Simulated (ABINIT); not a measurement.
# MoS$_{2}$: rpa calculation (part 3 of 3)

MoS$_{2}$ (P6₃/mmc, 6 atoms in the cell); Kohn-Sham DFT of a periodic cell, LDA, PseudoDojo NC SR LDA v0.4.1 standard, RPA, no spin polarisation (ABINIT 10.8.3); cutoff 952.4 eV, 5×5×1 k-mesh, fixed occupations. The structure derives from an entry of the Crystallography Open Database.

Geometry of the input (Å; fractional positions):
```
3.1690  0.0000  0.0000
-1.5845  2.7444  0.0000
0.0000  0.0000  12.3240
Mo 0.6667  0.3333  0.7500
Mo 0.3333  0.6667  0.2500
S  0.6667  0.3333  0.3770
S  0.3333  0.6667  0.8770
S  0.6667  0.3333  0.1230
S  0.3333  0.6667  0.6230
```

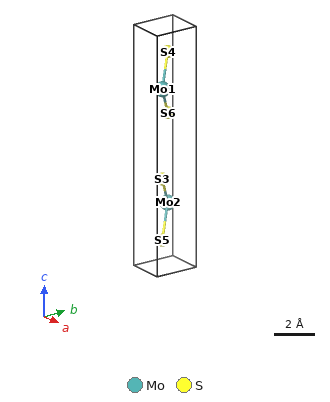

Fig. 1: The structure (ball-and-stick view of the cell of the calculation, seen slightly off an axis; atoms are numbered from 1 in the order of the input). An atom can appear more than once, as a periodic image.

**Log, continued**
```
     1)     0.00000000E+00  0.00000000E+00  0.00000000E+00       0.04000
     2)     2.00000000E-01  0.00000000E+00  0.00000000E+00       0.24000
     3)     4.00000000E-01  0.00000000E+00  0.00000000E+00       0.24000
     4)     2.00000000E-01  2.00000000E-01  0.00000000E+00       0.24000
     5)     4.00000000E-01  2.00000000E-01  0.00000000E+00       0.24000

 Together with 24 symmetry operations and time-reversal symmetry
 yields    25 points in the full Brillouin Zone.

 setmesh: FFT mesh size selected  =    15x   15x   72
          total number of points  =        16200

 vcoul_init : cutoff-mode = AUXILIARY_FUNCTION
 q-points for optical limit:   1
     1)      0.000010    0.000020    0.000030

 Number of electrons calculated from density =   51.9944; Expected =   52.0000
 average of density, n =  0.071884
 r_s =    1.4920
 omega_plasma =   25.8626 [eV]

 calculating chi0 at frequencies [eV] :
  1    0.000000E+00    0.000000E+00
  2    0.000000E+00    2.924234E+03
  3    0.000000E+00    5.403858E+02
  4    0.000000E+00    2.093093E+02
  5    0.000000E+00    1.046644E+02
  6    0.000000E+00    5.887764E+01
  7    0.000000E+00    3.500266E+01
  8    0.000000E+00    2.115438E+01
  9    0.000000E+00    1.257624E+01
 10    0.000000E+00    7.074607E+00
 11    0.000000E+00    3.537634E+00
 12    0.000000E+00    1.370242E+00
 13    0.000000E+00    2.532149E-01

--------------------------------------------------------------------------------
  q-point number  1        q = ( 0.000000, 0.000000, 0.000000) [r.l.u.]
--------------------------------------------------------------------------------
 For q-point:  0.000010 0.000020 0.000030
  dielectric constant =  14.4062
  dielectric constant without local fields =  16.1009

  Average fulfillment of the sum rule on Im[epsilon] for q-point    1 :     83.10  [%]
--------------------------------------------------------------------------------
  q-point number  2        q = ( 0.200000, 0.000000, 0.000000) [r.l.u.]
--------------------------------------------------------------------------------
  Average fulfillment of the sum rule on Im[epsilon] for q-point    2 :     83.80  [%]

--------------------------------------------------------------------------------
  q-point number  3        q = ( 0.400000, 0.000000, 0.000000) [r.l.u.]
--------------------------------------------------------------------------------
  Average fulfillment of the sum rule on Im[epsilon] for q-point    3 :     80.11  [%]

--------------------------------------------------------------------------------
  q-point number  4        q = ( 0.200000, 0.200000, 0.000000) [r.l.u.]
--------------------------------------------------------------------------------
  Average fulfillment of the sum rule on Im[epsilon] for q-point    4 :     80.74  [%]

--------------------------------------------------------------------------------
  q-point number  5        q = ( 0.400000, 0.200000, 0.000000) [r.l.u.]
--------------------------------------------------------------------------------
  Average fulfillment of the sum rule on Im[epsilon] for q-point    5 :     79.49  [%]

== END DATASET(S) ==============================================================
================================================================================

 -outvars: echo values of variables after computation  --------
            acell      1.0000000000E+00  1.0000000000E+00  1.0000000000E+00 Bohr
           etotal1    -1.8518734061E+02
           etotal3     0.0000000000E+00
            fcart1    -2.0233478072E-28 -2.0334992169E-28 -0.0000000000E+00
                       4.2715120375E-28  1.6008398090E-28 -0.0000000000E+00
                      -6.7444926908E-29 -7.3552099333E-29 -9.5101839802E-03
                      -6.7444926908E-29 -7.3552099333E-29 -9.5101839802E-03
                       1.5737149612E-28  4.7159875454E-28  9.5101839802E-03
                      -2.4729806533E-28 -2.8122861510E-28  9.5101839802E-03
            fcart3     0.0000000000E+00  0.0000000000E+00  0.0000000000E+00
                       0.0000000000E+00  0.0000000000E+00  0.0000000000E+00
                       0.0000000000E+00  0.0000000000E+00  0.0000000000E+00
                       0.0000000000E+00  0.0000000000E+00  0.0000000000E+00
                       0.0000000000E+00  0.0000000000E+00  0.0000000000E+00
                       0.0000000000E+00  0.0000000000E+00  0.0000000000E+00
            rprim      5.9885420889E+00  0.0000000000E+00  0.0000000000E+00
                      -2.9942710445E+00  5.1862295807E+00  0.0000000000E+00
                       0.0000000000E+00  0.0000000000E+00  2.3288984760E+01
           strten1     2.0370663669E-04  2.0370663648E-04  1.7509865719E-04
                       0.0000000000E+00  0.0000000000E+00  6.5527110252E-14
           strten3     0.0000000000E+00  0.0000000000E+00  0.0000000000E+00
                       0.0000000000E+00  0.0000000000E+00  0.0000000000E+00
           xangst      1.5844999989E+00  9.1481150092E-01  9.2429999937E+00
                      -1.7639085367E-11  1.8296230018E+00  3.0809999979E+00
                       1.5844999989E+00  9.1481150092E-01  4.6461479969E+00
                      -1.7639085367E-11  1.8296230018E+00  1.0808147993E+01
                       1.5844999989E+00  9.1481150092E-01  1.5158519990E+00
                      -1.7639085367E-11  1.8296230018E+00  7.6778519948E+00
             xred      6.6666666667E-01  3.3333333333E-01  7.5000000000E-01
                       3.3333333333E-01  6.6666666667E-01  2.5000000000E-01
                       6.6666666667E-01  3.3333333333E-01  3.7700000000E-01
                       3.3333333333E-01  6.6666666667E-01  8.7700000000E-01
                       6.6666666667E-01  3.3333333333E-01  1.2300000000E-01
                       3.3333333333E-01  6.6666666667E-01  6.2300000000E-01
 Calculation completed.
```

**Results in brief**

| quantity | value |
| --- | --- |
| outcome | converged |
| space group (tolerance 0.01 Å) | P6₃/mmc (194) |
| electrons treated | 52 |
| gap on the k-point mesh | 0.85 eV |
| wall time | 7.7 min (CPU time 31 min) |
| peak memory | 0.92 GiB |

**Notes**

Further notes kept with the run: Slow version without MPI-IO support. Processors send data to master. Points of doubt noted for this run: bands and screening cutoff small; k mesh coarse for many body; rpa lacks q0 head.
